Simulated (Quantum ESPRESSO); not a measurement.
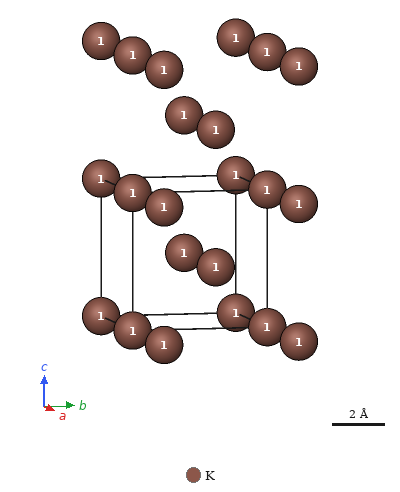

Fig. 1: The structure (ball-and-stick view of the cell 2 times as large as that of the calculation, set on its symmetry axes, repeated 2 × 1 × 2, seen slightly off an axis; atoms are numbered from 1 in the order of the input). An atom can appear more than once, as a periodic image.

K: band-structure run

System: K (Im-3m, 1 atom in the cell).
Method: Kohn-Sham DFT of a periodic cell, PBEsol, SG15 PBE 1.2, no spin polarisation (Quantum ESPRESSO 7.5).

The structure derives from a Materials Project entry.

### Log
```
This program is part of the open-source Quantum ESPRESSO suite
     for quantum simulation of materials; please cite
         "P. Giannozzi et al., J. Phys.:Condens. Matter 21 395502 (2009);
         "P. Giannozzi et al., J. Phys.:Condens. Matter 29 465901 (2017);
         "P. Giannozzi et al., J. Chem. Phys. 152 154105 (2020);
          URL
     in publications or presentations arising from this work. More details at

     IMPORTANT: XC functional enforced from input :
     Exchange-correlation= PBESOL
                           (   1   4  10   8   0   0   0)
     Any further DFT definition will be discarded
     Please, verify this is what you really want

     Message from routine setup:
     using ibrav=0 with symmetry is DISCOURAGED, use correct ibrav instead

     G-vector sticks info
     --------------------
     sticks:   dense  smooth     PW     G-vecs:    dense   smooth      PW
     Sum        1637    1637    471                41907    41907    6459

     Using Slab Decomposition

     bravais-lattice index     =            0
     lattice parameter (alat)  =       8.8294  a.u.
     unit-cell volume          =     529.8699 (a.u.)^3
     number of atoms/cell      =            1
     number of atomic types    =            1
     number of electrons       =         9.00
     number of Kohn-Sham states=           10
     kinetic-energy cutoff     =      70.0000  Ry
     charge density cutoff     =     280.0000  Ry
     scf convergence threshold =      2.0E-10
     mixing beta               =       0.5000
     number of iterations used =            8  plain     mixing
     Exchange-correlation= PBESOL
                           (   1   4  10   8   0   0   0)

     celldm(1)=   8.829383  celldm(2)=   0.000000  celldm(3)=   0.000000
     celldm(4)=   0.000000  celldm(5)=   0.000000  celldm(6)=   0.000000

     crystal axes: (cart. coord. in units of alat)
               a(1) = (  -0.577350   0.577350   0.577350 )
               a(2) = (   0.577350  -0.577350   0.577350 )
               a(3) = (   0.577350   0.577350  -0.577350 )

     reciprocal axes: (cart. coord. in units 2 pi/alat)
               b(1) = ( -0.000000  0.866025  0.866025 )
               b(2) = (  0.866025 -0.000000  0.866025 )
               b(3) = (  0.866025  0.866025  0.000000 )

     PseudoPot. # 1 for K  read from file:
     K_ONCV_PBE-1.2.upf
     Pseudo is Norm-conserving, Zval =  9.0
     Generated using ONCVPSP code by D. R. Hamann
     Using radial grid of  602 points,  6 beta functions with:
                l(1) =   0
                l(2) =   0
                l(3) =   1
                l(4) =   1
                l(5) =   2
                l(6) =   2

     atomic species   valence    mass     pseudopotential
     K                 9.00    39.09830     K ( 1.00)

     48 Sym. Ops., with inversion, found

   Cartesian axes

     site n.     atom                  positions (alat units)
         1        K      tau(   1) = (   0.0000000   0.0000000   0.0000000  )

     number of k points=    20  Fermi-Dirac smearing, width (Ry)=  0.0037
                       cart. coord. in units 2pi/alat
        k(    1) = (   0.0000000   0.0000000   0.0000000), wk =   0.0058309
        k(    2) = (   0.1237179   0.1237179   0.0000000), wk =   0.0699708
        k(    3) = (   0.2474358   0.2474358   0.0000000), wk =   0.0699708
        k(    4) = (   0.3711537   0.3711537   0.0000000), wk =   0.0699708
        k(    5) = (   0.2474358   0.1237179   0.1237179), wk =   0.1399417
        k(    6) = (   0.3711537   0.2474358   0.1237179), wk =   0.2798834
        k(    7) = (   0.4948717   0.3711537   0.1237179), wk =   0.1399417
        k(    8) = (   0.4948717   0.2474358   0.2474358), wk =   0.1399417
        k(    9) = (   0.2474358   0.2474358   0.2474358), wk =   0.0466472
        k(   10) = (   0.3711537   0.3711537   0.2474358), wk =   0.1399417
        k(   11) = (  -0.0000000  -0.0000000   0.2474358), wk =   0.0349854
        k(   12) = (   0.4948717   0.3711537   0.3711537), wk =   0.0466472
        k(   13) = (  -0.0000000  -0.1237179   0.3711537), wk =   0.1399417
        k(   14) = (  -0.0000000  -0.2474358   0.4948717), wk =   0.1399417
        k(   15) = (   0.1237179  -0.1237179   0.4948717), wk =   0.1399417
        k(   16) = (  -0.7423075  -0.2474358  -0.2474358), wk =   0.1399417
        k(   17) = (  -0.0000000  -0.0000000   0.4948717), wk =   0.0349854
        k(   18) = (  -0.0000000  -0.1237179   0.6185896), wk =   0.1399417
        k(   19) = (  -0.7423075  -0.1237179  -0.1237179), wk =   0.0466472
        k(   20) = (  -0.0000000  -0.0000000   0.7423075), wk =   0.0349854

     Dense  grid:    41907 G-vectors     FFT dimensions: (  48,  48,  48)

     Initial potential from superposition of free atoms

     starting charge       8.7352, renormalised to       9.0000
     Starting wfcs are random

     Self-consistent Calculation

     iteration #  1     ecut=    70.00 Ry     beta= 0.50
     Davidson diagonalization with overlap
     ethr =  1.00E-02,  avg # of iterations =  8.2

     Threshold (ethr) on eigenvalues was too large:
     Diagonalizing with lowered threshold

     Davidson diagonalization with overlap
     ethr =  7.98E-04,  avg # of iterations =  1.4

     total energy              =     -56.69160072 Ry
     estimated scf accuracy    <       0.06729446 Ry

     iteration #  2     ecut=    70.00 Ry     beta= 0.50
     Davidson diagonalization with overlap
     ethr =  7.48E-04,  avg # of iterations =  2.5

     total energy              =     -56.70168830 Ry
     estimated scf accuracy    <       0.00268288 Ry

     iteration #  3     ecut=    70.00 Ry     beta= 0.50
     Davidson diagonalization with overlap
     ethr =  2.98E-05,  avg # of iterations =  6.2

     total energy              =     -56.70202488 Ry
     estimated scf accuracy    <       0.00033070 Ry

     iteration #  4     ecut=    70.00 Ry     beta= 0.50
     Davidson diagonalization with overlap
     ethr =  3.67E-06,  avg # of iterations =  4.5

     total energy              =     -56.70204054 Ry
     estimated scf accuracy    <       0.00000142 Ry

     iteration #  5     ecut=    70.00 Ry     beta= 0.50
     Davidson diagonalization with overlap
     ethr =  1.58E-08,  avg # of iterations =  3.2

     total energy              =     -56.70204146 Ry
     estimated scf accuracy    <       0.00000021 Ry

     iteration #  6     ecut=    70.00 Ry     beta= 0.50
     Davidson diagonalization with overlap
     ethr =  2.38E-09,  avg # of iterations =  2.0

     total energy              =     -56.70204149 Ry
     estimated scf accuracy    <          6.5E-09 Ry

     iteration #  7     ecut=    70.00 Ry     beta= 0.50
     Davidson diagonalization with overlap
     ethr =  7.28E-11,  avg # of iterations =  2.4

     End of self-consistent calculation

          k = 0.0000 0.0000 0.0000 (  5281 PWs)   bands (ev):

   -30.5890 -14.0257 -14.0257 -14.0257  -0.5836   5.7248   5.7248   5.7248
     6.5972   6.5972

          k = 0.1237 0.1237 0.0000 (  5255 PWs)   bands (ev):

   -30.5884 -14.0361 -14.0292 -14.0256  -0.3440   5.2726   5.4385   5.9073
     6.3613   6.5432

          k = 0.2474 0.2474 0.0000 (  5235 PWs)   bands (ev):

   -30.5871 -14.0593 -14.0371 -14.0256   0.3465   4.0481   4.9641   6.4310
     6.4379   6.5664

          k = 0.3712 0.3712 0.0000 (  5236 PWs)   bands (ev):

   -30.5861 -14.0776 -14.0434 -14.0255   1.4007   2.7064   4.6721   6.2766
     6.8685   7.2582

          k = 0.2474 0.1237 0.1237 (  5230 PWs)   bands (ev):

   -30.5875 -14.0520 -14.0333 -14.0281   0.1216   4.5881   4.8823   6.1799
     6.2225   6.8171

          k = 0.3712 0.2474 0.1237 (  5234 PWs)   bands (ev):

   -30.5863 -14.0694 -14.0427 -14.0290   0.9985   3.4567   4.4099   6.1358
     6.5476   7.0206

          k = 0.4949 0.3712 0.1237 (  5250 PWs)   bands (ev):

   -30.5858 -14.0768 -14.0476 -14.0291   2.1134   2.2363   4.2524   5.9186
     6.9604   7.0302

          k = 0.4949 0.2474 0.2474 (  5248 PWs)   bands (ev):

   -30.5857 -14.0695 -14.0549 -14.0321   1.9970   3.0146   3.4356   5.8854
     6.5585   6.9707

          k = 0.2474 0.2474 0.2474 (  5261 PWs)   bands (ev):

   -30.5866 -14.0659 -14.0344 -14.0344   0.7882   4.0470   4.0470   5.9604
     6.8323   6.8323

          k = 0.3712 0.3712 0.2474 (  5229 PWs)   bands (ev):

   -30.5859 -14.0698 -14.0466 -14.0353   1.8085   2.9915   3.7746   5.3126
     6.9805   7.1086

          k =-0.0000-0.0000 0.2474 (  5233 PWs)   bands (ev):

   -30.5878 -14.0382 -14.0328 -14.0328  -0.1086   5.2941   5.2941   5.4379
     6.0097   6.9527

          k = 0.4949 0.3712 0.3712 (  5216 PWs)   bands (ev):

   -30.5858 -14.0579 -14.0579 -14.0406   2.7533   2.7533   3.0824   4.7430
     7.1144   7.1149

          k =-0.0000-0.1237 0.3712 (  5249 PWs)   bands (ev):

   -30.5866 -14.0580 -14.0409 -14.0338   0.5695   4.1429   4.9429   5.4470
     6.4829   6.8964

          k =-0.0000-0.2474 0.4949 (  5237 PWs)   bands (ev):

   -30.5856 -14.0750 -14.0474 -14.0332   1.6059   2.8601   4.6997   5.3295
     6.7180   7.2597

          k = 0.1237-0.1237 0.4949 (  5238 PWs)   bands (ev):

   -30.5855 -14.0680 -14.0512 -14.0375   1.4109   3.5311   4.2070   5.5759
     6.2501   6.9935

          k =-0.7423-0.2474-0.2474 (  5244 PWs)   bands (ev):

   -30.5851 -14.0720 -14.0576 -14.0377   2.4794   2.5609   3.8176   5.6483
     6.3698   6.9232

          k =-0.0000-0.0000 0.4949 (  5246 PWs)   bands (ev):

   -30.5855 -14.0578 -14.0495 -14.0495   1.2067   4.0444   4.8499   4.8499
     5.9310   6.7619

          k =-0.0000-0.1237 0.6186 (  5255 PWs)   bands (ev):

   -30.5846 -14.0692 -14.0563 -14.0504   2.1573   3.2333   4.5694   4.7494
     5.7607   7.3360

          k =-0.7423-0.1237-0.1237 (  5264 PWs)   bands (ev):

   -30.5842 -14.0661 -14.0661 -14.0523   2.9332   2.9332   3.8716   5.3688
     5.3689   7.1123

          k =-0.0000-0.0000 0.7423 (  5238 PWs)   bands (ev):

   -30.5838 -14.0651 -14.0635 -14.0635   2.8544   3.2910   4.7762   4.7762
     4.8062   7.1355

     the Fermi energy is     1.4770 ev

!    total energy              =     -56.70204149 Ry
     estimated scf accuracy    <          1.4E-10 Ry
     smearing contrib. (-TS)   =      -0.00052627 Ry
     internal energy E=F+TS    =     -56.70151523 Ry

     The total energy is F=E-TS. E is the sum of the following terms:
     one-electron contribution =     -39.08121561 Ry
     hartree contribution      =      19.71088149 Ry
     xc contribution           =      -8.41804522 Ry
     ewald contribution        =     -28.91313589 Ry

     convergence has been achieved in   7 iterations

     Forces acting on atoms (cartesian axes, Ry/au):

     atom    1 type  1   force =     0.00000000    0.00000000    0.00000000

     Total force =     0.000000     Total SCF correction =     0.000000

     Computing stress (Cartesian axis) and pressure

          total   stress  (Ry/bohr**3)                   (kbar)     P=       -3.18
  -0.00002158  -0.00000000  -0.00000000           -3.18       -0.00       -0.00
  -0.00000000  -0.00002158  -0.00000000           -0.00       -3.18       -0.00
  -0.00000000  -0.00000000  -0.00002158           -0.00       -0.00       -3.18

=------------------------------------------------------------------------------=
   JOB DONE.
=------------------------------------------------------------------------------=
```

### File pp_density.out
```
This program is part of the open-source Quantum ESPRESSO suite
     for quantum simulation of materials; please cite
         "P. Giannozzi et al., J. Phys.:Condens. Matter 21 395502 (2009);
         "P. Giannozzi et al., J. Phys.:Condens. Matter 29 465901 (2017);
         "P. Giannozzi et al., J. Chem. Phys. 152 154105 (2020);
          URL
     in publications or presentations arising from this work. More details at

     ./tmp/pwscf.save/

     IMPORTANT: XC functional enforced from input :
     Exchange-correlation= PBESOL
                           (   1   4  10   8   0   0   0)
     Any further DFT definition will be discarded
     Please, verify this is what you really want

     G-vector sticks info
     --------------------
     sticks:   dense  smooth     PW     G-vecs:    dense   smooth      PW
     Sum        1637    1637    471                41907    41907    6459

     Using Slab Decomposition

     Calling punch_plot, plot_num =   0
     Writing data to file  density.dat
     Reading data from file  density.dat

     Writing data to be plotted to file density.cube
     Plot Type: 3D                     Output format: Gaussian cube

=------------------------------------------------------------------------------=
   JOB DONE.
=------------------------------------------------------------------------------=
```

### File pp_potential.out
```
This program is part of the open-source Quantum ESPRESSO suite
     for quantum simulation of materials; please cite
         "P. Giannozzi et al., J. Phys.:Condens. Matter 21 395502 (2009);
         "P. Giannozzi et al., J. Phys.:Condens. Matter 29 465901 (2017);
         "P. Giannozzi et al., J. Chem. Phys. 152 154105 (2020);
          URL
     in publications or presentations arising from this work. More details at

     ./tmp/pwscf.save/

     IMPORTANT: XC functional enforced from input :
     Exchange-correlation= PBESOL
                           (   1   4  10   8   0   0   0)
     Any further DFT definition will be discarded
     Please, verify this is what you really want

     G-vector sticks info
     --------------------
     sticks:   dense  smooth     PW     G-vecs:    dense   smooth      PW
     Sum        1637    1637    471                41907    41907    6459

     Using Slab Decomposition

     Calling punch_plot, plot_num =  11
     Writing data to file  potential.dat
     Reading data from file  potential.dat

     Writing data to be plotted to file potential.cube
     Plot Type: 3D                     Output format: Gaussian cube

=------------------------------------------------------------------------------=
   JOB DONE.
=------------------------------------------------------------------------------=
```

### File pp_elf.out
```
This program is part of the open-source Quantum ESPRESSO suite
     for quantum simulation of materials; please cite
         "P. Giannozzi et al., J. Phys.:Condens. Matter 21 395502 (2009);
         "P. Giannozzi et al., J. Phys.:Condens. Matter 29 465901 (2017);
         "P. Giannozzi et al., J. Chem. Phys. 152 154105 (2020);
          URL
     in publications or presentations arising from this work. More details at

     ./tmp/pwscf.save/

     IMPORTANT: XC functional enforced from input :
     Exchange-correlation= PBESOL
                           (   1   4  10   8   0   0   0)
     Any further DFT definition will be discarded
     Please, verify this is what you really want

     G-vector sticks info
     --------------------
     sticks:   dense  smooth     PW     G-vecs:    dense   smooth      PW
     Sum        1637    1637    471                41907    41907    6459

     Using Slab Decomposition

     Calling punch_plot, plot_num =   8
     Message from routine do_elf_kin:
     elf/kin + US not fully implemented
     Writing data to file  elf.dat
     Reading data from file  elf.dat

     Writing data to be plotted to file elf.cube
     Plot Type: 3D                     Output format: Gaussian cube

=------------------------------------------------------------------------------=
   JOB DONE.
=------------------------------------------------------------------------------=
```

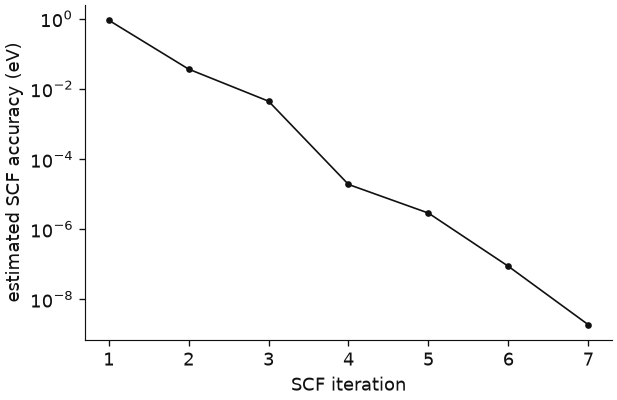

Fig. 2: Convergence of the self-consistent field: estimated SCF accuracy against the iteration. The field takes 7 iterations in all.

This output came from the following input.

### Input file
```
&CONTROL
  calculation = 'scf'
  prefix = 'pwscf'
  outdir = './tmp'
  pseudo_dir = './pseudo'
  tprnfor = .true.
  tstress = .true.
  disk_io = 'low'
/
&SYSTEM
  ibrav = 0
  nat = 1
  ntyp = 1
  ecutwfc = 70
  nbnd = 10
  input_dft = 'pbesol'
  occupations = 'smearing'
  smearing = 'fd'
  degauss = 0.00367493
/
&ELECTRONS
  conv_thr = 2d-10
  electron_maxstep = 120
  mixing_beta = 0.5
/
ATOMIC_SPECIES
K     39.0983 K_ONCV_PBE-1.2.upf
CELL_PARAMETERS angstrom
  -2.6975585167    2.6975585167    2.6975585167
   2.6975585167   -2.6975585167    2.6975585167
   2.6975585167    2.6975585167   -2.6975585167
ATOMIC_POSITIONS angstrom
K      0.0000000000    0.0000000000    0.0000000000
K_POINTS automatic
7 7 7 0 0 0
```

### File pp_density.in
```
&INPUTPP
  prefix = 'pwscf'
  outdir = './tmp'
  filplot = 'density.dat'
  plot_num = 0
/
&PLOT
  nfile = 1
  filepp(1) = 'density.dat'
  iflag = 3
  output_format = 6
  fileout = 'density.cube'
/
```

### File pp_potential.in
```
&INPUTPP
  prefix = 'pwscf'
  outdir = './tmp'
  filplot = 'potential.dat'
  plot_num = 11
/
&PLOT
  nfile = 1
  filepp(1) = 'potential.dat'
  iflag = 3
  output_format = 6
  fileout = 'potential.cube'
/
```

### File pp_elf.in
```
&INPUTPP
  prefix = 'pwscf'
  outdir = './tmp'
  filplot = 'elf.dat'
  plot_num = 8
/
&PLOT
  nfile = 1
  filepp(1) = 'elf.dat'
  iflag = 3
  output_format = 6
  fileout = 'elf.cube'
/
```

### File bands.in
```
&CONTROL
  calculation = 'bands'
  prefix = 'pwscf'
  outdir = './tmp'
  pseudo_dir = './pseudo'
  disk_io = 'low'
  verbosity = 'high'
/
&SYSTEM
  ibrav = 0
  nat = 1
  ntyp = 1
  ecutwfc = 70
  nbnd = 10
  input_dft = 'pbesol'
  occupations = 'smearing'
  smearing = 'fd'
  degauss = 0.00367493
/
&ELECTRONS
  conv_thr = 1d-08
  electron_maxstep = 120
  mixing_beta = 0.5
  diago_full_acc = .true.
  startingwfc = 'random'
/
ATOMIC_SPECIES
K     39.0983 K_ONCV_PBE-1.2.upf
CELL_PARAMETERS angstrom
  -2.6975585167    2.6975585167    2.6975585167
   2.6975585167   -2.6975585167    2.6975585167
   2.6975585167    2.6975585167   -2.6975585167
ATOMIC_POSITIONS angstrom
K      0.0000000000    0.0000000000    0.0000000000
K_POINTS crystal
60
 0.0000000000  0.0000000000  0.0000000000 1
 0.0416666667 -0.0416666667  0.0416666667 1
 0.0833333333 -0.0833333333  0.0833333333 1
 0.1250000000 -0.1250000000  0.1250000000 1
 0.1666666667 -0.1666666667  0.1666666667 1
 0.2083333333 -0.2083333333  0.2083333333 1
 0.2500000000 -0.2500000000  0.2500000000 1
 0.2916666667 -0.2916666667  0.2916666667 1
 0.3333333333 -0.3333333333  0.3333333333 1
 0.3750000000 -0.3750000000  0.3750000000 1
 0.4166666667 -0.4166666667  0.4166666667 1
 0.4583333333 -0.4583333333  0.4583333333 1
 0.5000000000 -0.5000000000  0.5000000000 1
 0.4375000000 -0.4375000000  0.5000000000 1
 0.3750000000 -0.3750000000  0.5000000000 1
 0.3125000000 -0.3125000000  0.5000000000 1
 0.2500000000 -0.2500000000  0.5000000000 1
 0.1875000000 -0.1875000000  0.5000000000 1
 0.1250000000 -0.1250000000  0.5000000000 1
 0.0625000000 -0.0625000000  0.5000000000 1
 0.0000000000  0.0000000000  0.5000000000 1
 0.0000000000  0.0000000000  0.4444444444 1
 0.0000000000  0.0000000000  0.3888888889 1
 0.0000000000  0.0000000000  0.3333333333 1
 0.0000000000  0.0000000000  0.2777777778 1
 0.0000000000  0.0000000000  0.2222222222 1
 0.0000000000  0.0000000000  0.1666666667 1
 0.0000000000  0.0000000000  0.1111111111 1
 0.0000000000  0.0000000000  0.0555555556 1
 0.0000000000  0.0000000000  0.0000000000 1
 0.0227272727  0.0227272727  0.0227272727 1
 0.0454545455  0.0454545455  0.0454545455 1
 0.0681818182  0.0681818182  0.0681818182 1
 0.0909090909  0.0909090909  0.0909090909 1
 0.1136363636  0.1136363636  0.1136363636 1
 0.1363636364  0.1363636364  0.1363636364 1
 0.1590909091  0.1590909091  0.1590909091 1
 0.1818181818  0.1818181818  0.1818181818 1
 0.2045454545  0.2045454545  0.2045454545 1
 0.2272727273  0.2272727273  0.2272727273 1
 0.2500000000  0.2500000000  0.2500000000 1
 0.2708333333  0.1875000000  0.2708333333 1
 0.2916666667  0.1250000000  0.2916666667 1
 0.3125000000  0.0625000000  0.3125000000 1
 0.3333333333  0.0000000000  0.3333333333 1
 0.3541666667 -0.0625000000  0.3541666667 1
 0.3750000000 -0.1250000000  0.3750000000 1
 0.3958333333 -0.1875000000  0.3958333333 1
 0.4166666667 -0.2500000000  0.4166666667 1
 0.4375000000 -0.3125000000  0.4375000000 1
 0.4583333333 -0.3750000000  0.4583333333 1
 0.4791666667 -0.4375000000  0.4791666667 1
 0.5000000000 -0.5000000000  0.5000000000 1
 0.2500000000  0.2500000000  0.2500000000 1
 0.2083333333  0.2083333333  0.2916666667 1
 0.1666666667  0.1666666667  0.3333333333 1
 0.1250000000  0.1250000000  0.3750000000 1
 0.0833333333  0.0833333333  0.4166666667 1
 0.0416666667  0.0416666667  0.4583333333 1
 0.0000000000  0.0000000000  0.5000000000 1
```

Command:
```bash
OMP_NUM_THREADS=1 pw.x -in pw.in > pw.out
OMP_NUM_THREADS=1 pp.x -in pp_density.in > pp_density.out
OMP_NUM_THREADS=1 pp.x -in pp_potential.in > pp_potential.out
OMP_NUM_THREADS=1 pp.x -in pp_elf.in > pp_elf.out
OMP_NUM_THREADS=1 pw.x -in bands.in > bands.out
```

### Results in brief

```tsv
quantity	value
outcome	converged
space group (tolerance 0.01 Å)	Im-3m (229)
electrons treated	9
free energy	−771.4706 eV
Fermi energy	1.477 eV
gap on the k-point mesh	none (metallic)
pressure	−0.32 GPa
largest force (length of the vector)	under 0.001 eV/Å
hardware	1 thread of Arm Neoverse V1, 24 GiB of memory available, shared host
wall time	70 s
peak memory	0.12 GiB
```

Further notes kept with the run: potentials made for another functional; eigenvalues not converged. Points of doubt noted for this run: potentials made for another functional.
